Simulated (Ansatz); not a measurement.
**Geometry relaxation, with input and output: C₄₈N (part 4 of 5)**

The same run, continued: C₄₈N (defect cell, 49 atoms in the cell); DFT PBE, scalar-relativistic, plane waves, PAW, spin-polarised (Ansatz 0.2.0); cutoff 420 eV, 2×2×2 k-mesh, Gaussian smearing of 0.05 eV, collinear spins. The structure derives from an entry of the Crystallography Open Database.

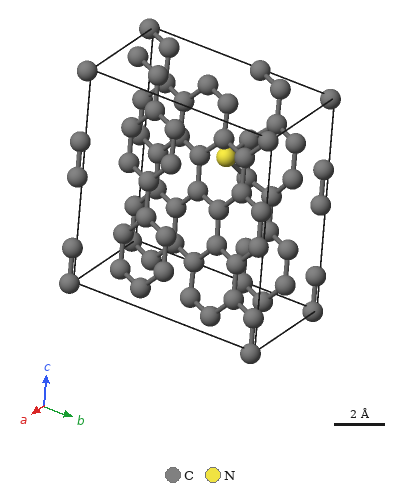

**Figure 1.** The geometry at step 8 of the log (ball-and-stick view of the cell of the calculation, seen slightly off an axis).

Trajectory as extended XYZ, continued
```
49
Lattice="3.7050 -2.1391 -6.7900 3.7050 -2.1391 6.7900 -7.4100 -4.2782 0.0000" Properties=species:S:1:pos:R:3:forces:R:3 step=6 energy=-12422.54086 accepted=F
C    -0.0222    0.2428   -0.0715    0.0509   0.0837   0.0967
C     3.6845   -1.8933   -0.1129    0.0237   0.0386   0.0732
C    -1.2561   -6.1679   -0.1544   -0.0890  -0.1187   0.0834
C    -4.9612   -4.0320   -0.1021    0.0809  -0.0838   0.0762
C    -2.4956   -4.0301   -0.2291    0.0654  -0.1068   0.1737
C     1.2114   -6.1733   -0.0959    0.0346  -0.0248   0.0609
C    -3.7253   -1.8961   -0.1147   -0.0664   0.0823   0.1056
C    -0.0191   -4.0391   -0.1607   -0.1013   0.2366   0.0408
C     2.4488   -4.0320   -0.0789   -0.0392  -0.0096   0.1119
C    -1.2547   -1.8973   -0.1144   -0.3016   0.1964   0.0085
C     1.2106   -1.8966   -0.0781    0.0174   0.0673   0.0774
C     4.9159   -4.0306   -0.0788    0.0296  -0.0950   0.0853
C     3.7320   -2.3757   -3.2601    0.0317  -0.0150   0.0584
C     3.7393   -2.4054    3.5390   -0.3437   0.0452   0.1025
C    -1.2095   -6.6688    3.5233   -0.2030   0.0121  -0.0876
C    -1.2188   -6.6496   -3.2540   -0.1324  -0.2736   0.1067
C    -2.4643   -4.5453    3.3151   -3.0414  -1.4290   2.9880
C    -2.4387   -4.5195   -3.2780   -0.0189  -0.0427   0.0511
C     0.0215   -4.5311   -3.2729    0.1954   0.0999  -0.0097
C     0.0811   -4.5374    3.5518   -0.2925  -0.3653   0.2708
C     2.5112   -4.5331    3.5302   -0.0603  -0.0064   0.0794
C     2.5087   -4.4806   -3.2473    0.0754  -0.0234   0.5378
C     1.2798   -2.3781    3.5348   -0.2441  -0.1505   0.0797
C     1.2699   -2.3881   -3.2740    0.0350   0.0767   0.0670
C     1.2146   -0.4654   -0.0660   -0.0210  -0.0139  -0.0416
C     4.9179   -2.6036   -0.1054    0.0965   0.0361  -0.0606
C    -0.0217   -6.8799   -0.0972    0.0211  -0.0968  -0.0496
C    -3.7204   -4.7406   -0.1549   -0.2216  -0.0256  -0.0499
C    -1.2543   -4.7470   -0.2175   -0.0265   0.0481   0.1569
C    -1.2558   -4.7459   -6.8827   -0.0263   0.0602  -0.0840
C    -2.4959   -2.6051   -0.1625    0.2153   0.0093  -0.0067
C     1.2120   -4.7428   -0.1026    0.0761  -0.0060  -0.0273
C     3.6847   -4.7420   -0.0751    0.0402  -0.0533  -0.0386
C    -0.0238   -2.6037   -0.1119    0.2470  -0.2890  -0.0268
C     2.4516   -2.6056   -0.0743   -0.0782   0.0183  -0.0569
C     2.4506   -2.6089   -6.8634   -0.0361  -0.0374  -0.0455
C     2.4974   -1.6713   -3.2658    0.0826  -0.0211  -0.0725
C     2.4904   -1.6779    3.5300    0.2510   0.1122  -0.0902
C    -2.4468   -6.0015    3.5314    0.3229   0.2346   0.0740
C    -2.4472   -5.9420   -3.2652    0.0282  -0.0345  -0.0799
C    -0.0134   -5.9318   -3.2525    0.2308  -0.1884   0.1435
C     0.0380   -5.9445    3.5265    0.1455   0.0915  -0.1709
C    -1.2038   -3.8160   -3.2716   -0.0352   0.0501  -0.0990
C    -1.1606   -3.7955    3.3782    1.8787   1.4484   1.5808
C     1.2851   -3.8248    3.5606    0.2215   0.3947  -0.1318
C     1.2786   -3.8048   -3.2672   -0.1948  -0.1950  -0.1547
C     3.7359   -3.7940   -3.2376    0.2094   0.0017  -0.0676
C     3.7404   -3.8226    3.5307    0.0138   0.0181  -0.0659
N    -1.8271   -4.1267    2.2359    0.8528   0.2438  -5.7732
49
Lattice="3.7050 -2.1391 -6.7900 3.7050 -2.1391 6.7900 -7.4100 -4.2782 0.0000" Properties=species:S:1:pos:R:3:forces:R:3 step=7 energy=-12422.90386
C    -0.0275    0.2408   -0.0656    0.0276   0.0224   0.0220
C     3.6782   -1.8955   -0.0952   -0.0229  -0.0343   0.0192
C    -1.2641   -6.1726   -0.1313    0.0843  -0.0622   0.0130
C    -4.9673   -4.0351   -0.0869   -0.0418  -0.0369   0.0158
C    -2.5014   -4.0352   -0.1910   -0.0812   0.0282  -0.0904
C     1.2063   -6.1760   -0.0857   -0.0088  -0.0301   0.0183
C    -3.7322   -1.8966   -0.1013    0.0415  -0.0169   0.0291
C    -0.0255   -4.0381   -0.1503    0.0382  -0.0156  -0.0056
C     2.4425   -4.0341   -0.0736   -0.0574  -0.0149   0.0376
C    -1.2640   -1.8950   -0.1148    0.0836  -0.0516   0.0380
C     1.2052   -1.8985   -0.0775    0.0295  -0.0027   0.0379
C     4.9102   -4.0334   -0.0704   -0.0268  -0.0317   0.0173
C     3.7384   -2.3734   -3.2662   -0.0052   0.0083   0.0295
C     3.7404   -2.4018    3.5316   -0.1642   0.0027   0.0642
C    -1.2101   -6.6663    3.5213    0.1275   0.0899  -0.0296
C    -1.2156   -6.6515   -3.2652   -0.0519  -0.0510   0.0784
C    -2.4744   -4.5473    3.3214   -0.1309   0.0025  -0.1032
C    -2.4339   -4.5164   -3.2810    0.0839  -0.0490  -0.0104
C     0.0287   -4.5297   -3.2853    0.0433   0.0594   0.0296
C     0.0797   -4.5350    3.5569    0.0985  -0.1040   0.1279
C     2.5160   -4.5286    3.5214   -0.0656  -0.0232   0.0087
C     2.5167   -4.4792   -3.2414   -0.0890   0.0912   0.1801
C     1.2835   -2.3755    3.5263   -0.0993  -0.0934   0.0174
C     1.2750   -2.3853   -3.2805    0.0175   0.0195   0.0192
C     1.2083   -0.4681   -0.0639   -0.0201   0.0402   0.0096
C     4.9129   -2.6064   -0.0914   -0.0082  -0.0043  -0.0104
C    -0.0267   -6.8845   -0.0877   -0.0246  -0.0116  -0.0047
C    -3.7314   -4.7448   -0.1317    0.0749   0.0349  -0.0458
C    -1.2600   -4.7511   -0.1825   -0.0347   0.0069  -0.0711
C    -1.2621   -4.7477   -6.8740   -0.0052   0.0409  -0.0090
C    -2.4987   -2.6060   -0.1455   -0.0385  -0.0590  -0.0223
C     1.2068   -4.7449   -0.0990    0.0169   0.0356   0.0230
C     3.6785   -4.7444   -0.0712    0.0588  -0.0261   0.0174
C    -0.0246   -2.6093   -0.1138   -0.1235   0.0618   0.0199
C     2.4448   -2.6078   -0.0721    0.0120   0.0177   0.0091
C     2.4436   -2.6110   -6.8644    0.0163   0.0098   0.0087
C     2.5032   -1.6681   -3.2725   -0.0065  -0.0364  -0.0279
C     2.4958   -1.6751    3.5140    0.1153   0.0179  -0.0040
C    -2.4440   -5.9954    3.5320    0.1969   0.2335  -0.0948
C    -2.4417   -5.9407   -3.2766    0.0107   0.0212   0.0091
C    -0.0077   -5.9338   -3.2641    0.1712  -0.0206  -0.0780
C     0.0457   -5.9398    3.5252   -0.2035  -0.0452  -0.0825
C    -1.1981   -3.8124   -3.2837   -0.0201  -0.0182  -0.0195
C    -1.1497   -3.7835    3.3777    0.0161   0.1066  -0.3705
C     1.2915   -3.8172    3.5500   -0.0345   0.0702  -0.0216
C     1.2829   -3.8045   -3.2775   -0.0526  -0.0940  -0.0313
C     3.7436   -3.7913   -3.2446    0.0634   0.0448   0.0177
C     3.7447   -3.8188    3.5174    0.0432  -0.0107   0.0118
N    -1.7866   -4.1361    2.1204   -0.0542  -0.1227   0.2029
49
Lattice="3.7050 -2.1391 -6.7900 3.7050 -2.1391 6.7900 -7.4100 -4.2782 0.0000" Properties=species:S:1:pos:R:3:forces:R:3 step=8 energy=-12422.91857
C    -0.0354    0.2009   -0.0377    0.0034  -0.0563  -0.0231
C     3.6703   -1.9384   -0.0880    0.0234  -0.0058  -0.0162
C    -1.2706   -6.2175   -0.1328   -0.0301   0.0631  -0.0672
C    -4.9769   -4.0762   -0.0954    0.0609  -0.0302   0.0179
C    -2.5133   -4.0787   -0.2369    0.0981   0.0043   0.0259
C     1.1969   -6.2170   -0.0831    0.0649  -0.0158   0.0113
C    -3.7383   -1.9399   -0.0952   -0.0192   0.0270  -0.0568
C    -0.0343   -4.0789   -0.1596   -0.0152  -0.0681   0.0231
C     2.4330   -4.0753   -0.0410    0.0946  -0.0733  -0.0209
C    -1.2719   -1.9401   -0.0993   -0.0307   0.1497  -0.0426
C     1.1957   -1.9385   -0.0496    0.0138  -0.0512  -0.0259
C     4.9028   -4.0775   -0.0357    0.0329   0.0246  -0.0182
C     3.7468   -2.3325   -3.2450    0.0004   0.0451   0.0155
C     3.7468   -2.3588    3.5507    0.2171   0.0169  -0.0527
C    -1.1971   -6.6194    3.4817   -0.0933  -0.1542  -0.0087
C    -1.2059   -6.6148   -3.2485    0.0051   0.0691  -0.0558
C    -2.4737   -4.5053    3.2611   -0.0538  -0.2214   0.1176
C    -2.4242   -4.4804   -3.3043   -0.0302   0.0637   0.0269
C     0.0397   -4.4902   -3.2979   -0.0543   0.1057  -0.0282
C     0.0886   -4.4974    3.5360   -0.2562   0.1252  -0.2035
C     2.5207   -4.4911    3.5335    0.1453   0.0501   0.0107
C     2.5222   -4.4357   -3.2270    0.0633  -0.1946  -0.2524
C     1.2880   -2.3389    3.5598    0.0259   0.0555  -0.0181
C     1.2832   -2.3442   -3.2656    0.0603   0.0826  -0.0213
C     1.1993   -0.5074   -0.0433   -0.0010  -0.0507  -0.0209
C     4.9054   -2.6503   -0.0766   -0.0490   0.0079   0.0022
C    -0.0355   -6.9266   -0.0795    0.0318   0.0133   0.0352
C    -3.7393   -4.7872   -0.1573   -0.0917  -0.0110   0.0278
C    -1.2698   -4.7952   -0.2146   -0.0054   0.0354   0.0571
C    -1.2707   -4.7886   -6.8811   -0.0331   0.0196   0.0475
C    -2.5080   -2.6497   -0.1631   -0.0342  -0.0375   0.0487
C     1.1974   -4.7849   -0.0876   -0.0241  -0.0145  -0.0119
C     3.6728   -4.7882   -0.0394   -0.1306   0.0083  -0.0079
C    -0.0375   -2.6503   -0.1008    0.1336   0.0008   0.0048
C     2.4363   -2.6492   -0.0442   -0.0533   0.0409  -0.0063
C     2.4366   -2.6537   -6.8293   -0.0299  -0.0732  -0.0419
C     2.5130   -1.6253   -3.2751   -0.0985  -0.0244   0.0145
C     2.5053   -1.6366    3.5415   -0.0791  -0.0157   0.0153
C    -2.4299   -5.9455    3.4940   -0.2275  -0.0327   0.0808
C    -2.4320   -5.9027   -3.2717    0.0287  -0.0020   0.0177
C     0.0046   -5.8942   -3.2913   -0.0021  -0.0962  -0.0137
C     0.0510   -5.9005    3.4781    0.1447  -0.0472   0.0683
C    -1.1898   -3.7751   -3.2946   -0.0032   0.0207   0.0150
C    -1.1332   -3.7308    3.3000    0.1221  -0.0528   0.2143
C     1.2965   -3.7797    3.5614    0.0600   0.1139   0.0295
C     1.2903   -3.7651   -3.2759   -0.0833   0.0485   0.0356
C     3.7502   -3.7495   -3.2080    0.0907  -0.0430  -0.0091
C     3.7526   -3.7782    3.5397   -0.0606  -0.0008  -0.0151
N    -1.7829   -4.1015    2.0745    0.0686   0.1809   0.0750
49
Lattice="3.7050 -2.1391 -6.7900 3.7050 -2.1391 6.7900 -7.4100 -4.2782 0.0000" Properties=species:S:1:pos:R:3:forces:R:3 step=9 energy=-12422.94168
C    -0.0438    0.1473   -0.0481   -0.0145   0.0328  -0.0059
C     3.6615   -1.9897   -0.0887   -0.0508  -0.0149  -0.0044
C    -1.2801   -6.2667   -0.1308   -0.0072  -0.0136   0.0234
C    -4.9850   -4.1287   -0.0857   -0.0153   0.0578  -0.0040
C    -2.5207   -4.1306   -0.2248   -0.0547   0.0344   0.0194
C     1.1893   -6.2691   -0.0735   -0.0500  -0.0086  -0.0164
C    -3.7484   -1.9903   -0.1028    0.0088  -0.0445   0.0072
C    -0.0425   -4.1316   -0.1535   -0.0068   0.0190  -0.0038
C     2.4253   -4.1283   -0.0526   -0.0425   0.0713  -0.0045
C    -1.2804   -1.9885   -0.1185   -0.0244  -0.0308   0.0076
C     1.1879   -1.9914   -0.0619   -0.0283  -0.0125   0.0095
C     4.8933   -4.1284   -0.0534   -0.0383  -0.0042  -0.0112
C     3.7562   -2.2826   -3.2488   -0.0456  -0.0060  -0.0250
C     3.7574   -2.3105    3.5450   -0.0644   0.0111   0.0097
C    -1.1914   -6.5754    3.4958    0.0027   0.0750   0.0139
C    -1.1980   -6.5638   -3.2545    0.0129   0.0001   0.0058
C    -2.4636   -4.4603    3.2882   -0.0068   0.0079  -0.0582
C    -2.4162   -4.4290   -3.2893    0.0170   0.0317  -0.0300
C     0.0461   -4.4385   -3.2937    0.0079  -0.0465   0.0123
C     0.0953   -4.4458    3.5360    0.0372  -0.0748   0.0128
C     2.5319   -4.4388    3.5304   -0.0459   0.0032  -0.0024
C     2.5332   -4.3882   -3.2409   -0.0451   0.0581   0.0257
C     1.2980   -2.2874    3.5450    0.0496   0.0180  -0.0110
C     1.2914   -2.2942   -3.2694    0.0200  -0.0185  -0.0211
C     1.1905   -0.5611   -0.0494    0.0250   0.0078   0.0003
C     4.8950   -2.7009   -0.0813    0.0415  -0.0244  -0.0168
C    -0.0435   -6.9781   -0.0737    0.0118  -0.0167  -0.0159
C    -3.7484   -4.8390   -0.1449    0.0342   0.0185  -0.0016
C    -1.2794   -4.8456   -0.1997    0.0398  -0.0179   0.0259
C    -1.2799   -4.8402   -6.8707    0.0335  -0.0818  -0.0087
C    -2.5176   -2.7009   -0.1644   -0.0015  -0.0158   0.0044
C     1.1888   -4.8378   -0.0881   -0.0058   0.0045   0.0226
C     3.6615   -4.8397   -0.0545    0.0710   0.0255  -0.0020
C    -0.0437   -2.7012   -0.1100    0.0231  -0.0331  -0.0084
C     2.4269   -2.7011   -0.0528    0.0441  -0.0599  -0.0088
C     2.4269   -2.7062   -6.8522    0.0027   0.0315   0.0097
C     2.5195   -1.5775   -3.2727    0.0397  -0.0671   0.0111
C     2.5136   -1.5859    3.5313    0.0174  -0.0166   0.0063
C    -2.4250   -5.9002    3.5113    0.0600   0.0067  -0.0117
C    -2.4232   -5.8517   -3.2703   -0.0120   0.0120   0.0245
C     0.0122   -5.8455   -3.2828    0.0270   0.0215  -0.0025
C     0.0602   -5.8523    3.4946   -0.0232   0.0400   0.0058
C    -1.1811   -3.7231   -3.2870   -0.0328   0.0207  -0.0079
C    -1.1264   -3.6863    3.3262   -0.0099   0.0559   0.0087
C     1.3061   -3.7258    3.5536    0.0264  -0.0609   0.0085
C     1.2972   -3.7148   -3.2778    0.0865  -0.0295  -0.0066
C     3.7618   -3.7009   -3.2253   -0.0662   0.0441   0.0097
C     3.7615   -3.7282    3.5313   -0.0016   0.0145   0.0109
N    -1.7744   -4.0471    2.0961   -0.0460  -0.0252  -0.0068
49
Lattice="3.7050 -2.1391 -6.7900 3.7050 -2.1391 6.7900 -7.4100 -4.2782 0.0000" Properties=species:S:1:pos:R:3:forces:R:3 step=10 energy=-12422.94762
C    -0.0490    0.1018   -0.0514   -0.0017   0.0071   0.0013
C     3.6559   -2.0359   -0.0890   -0.0203   0.0037   0.0018
C    -1.2853   -6.3121   -0.1250   -0.0085   0.0055   0.0172
C    -4.9900   -4.1739   -0.0844   -0.0341   0.0358  -0.0038
C    -2.5262   -4.1760   -0.2160   -0.0619  -0.0200  -0.0089
C     1.1839   -6.3155   -0.0724   -0.0373   0.0171  -0.0017
C    -3.7533   -2.0368   -0.1033   -0.0106  -0.0010   0.0048
C    -0.0476   -4.1775   -0.1468   -0.0003   0.0176  -0.0036
C     2.4202   -4.1735   -0.0550   -0.0357   0.0378   0.0008
C    -1.2858   -2.0340   -0.1193    0.0129  -0.0117  -0.0029
C     1.1828   -2.0379   -0.0632   -0.0387   0.0340   0.0016
C     4.8879   -4.1740   -0.0585   -0.0401  -0.0096   0.0029
C     3.7605   -2.2381   -3.2504    0.0021  -0.0230  -0.0038
C     3.7624   -2.2666    3.5462   -0.0676  -0.0166   0.0127
C    -1.1867   -6.5314    3.4978    0.0128   0.0540   0.0070
C    -1.1928   -6.5193   -3.2546   -0.0140  -0.0032   0.0133
C    -2.4593   -4.4178    3.2878    0.0360   0.0494  -0.0581
C    -2.4115   -4.3836   -3.2907    0.0216  -0.0198  -0.0043
C     0.0513   -4.3948   -3.2954   -0.0048  -0.0330   0.0105
C     0.1001   -4.4021    3.5332    0.0441  -0.0280   0.0398
C     2.5371   -4.3946    3.5296   -0.0403  -0.0042   0.0010
C     2.5382   -4.3436   -3.2451   -0.0066   0.0323   0.0499
C     1.3038   -2.2428    3.5431    0.0095  -0.0062   0.0020
C     1.2972   -2.2508   -3.2725   -0.0243  -0.0115   0.0038
C     1.1856   -0.6070   -0.0513    0.0020  -0.0099   0.0054
C     4.8899   -2.7469   -0.0825    0.0162  -0.0029  -0.0005
C    -0.0484   -7.0241   -0.0729    0.0179  -0.0044  -0.0063
C    -3.7535   -4.8844   -0.1400    0.0598  -0.0102  -0.0086
C    -1.2846   -4.8911   -0.1874    0.0149  -0.0390  -0.0021
C    -1.2847   -4.8873   -6.8698    0.0236  -0.0283  -0.0089
C    -2.5231   -2.7472   -0.1606    0.0004   0.0156  -0.0149
C     1.1833   -4.8837   -0.0845    0.0102  -0.0241  -0.0021
C     3.6568   -4.8851   -0.0584    0.0527  -0.0109   0.0009
C    -0.0482   -2.7475   -0.1091   -0.0117   0.0082  -0.0027
C     2.4220   -2.7478   -0.0553    0.0433  -0.0389   0.0018
C     2.4214   -2.7517   -6.8560    0.0248  -0.0053   0.0080
C     2.5245   -1.5345   -3.2727    0.0243   0.0024  -0.0048
C     2.5189   -1.5418    3.5318    0.0071   0.0000  -0.0038
C    -2.4202   -5.8564    3.5128    0.0720  -0.0137  -0.0104
C    -2.4184   -5.8067   -3.2693    0.0121   0.0042  -0.0062
C     0.0178   -5.8019   -3.2842   -0.0106   0.0411   0.0103
C     0.0649   -5.8077    3.4950   -0.0403   0.0148  -0.0101
C    -1.1764   -3.6784   -3.2889    0.0090  -0.0135  -0.0003
C    -1.1216   -3.6417    3.3252   -0.0305   0.0262  -0.0212
C     1.3119   -3.6820    3.5524   -0.0092  -0.0269  -0.0081
C     1.3032   -3.6713   -3.2812    0.0246  -0.0026  -0.0067
C     3.7664   -3.6560   -3.2280   -0.0255   0.0182  -0.0012
C     3.7666   -3.6843    3.5309    0.0261   0.0214   0.0010
N    -1.7722   -4.0042    2.0956   -0.0054  -0.0281   0.0081
```
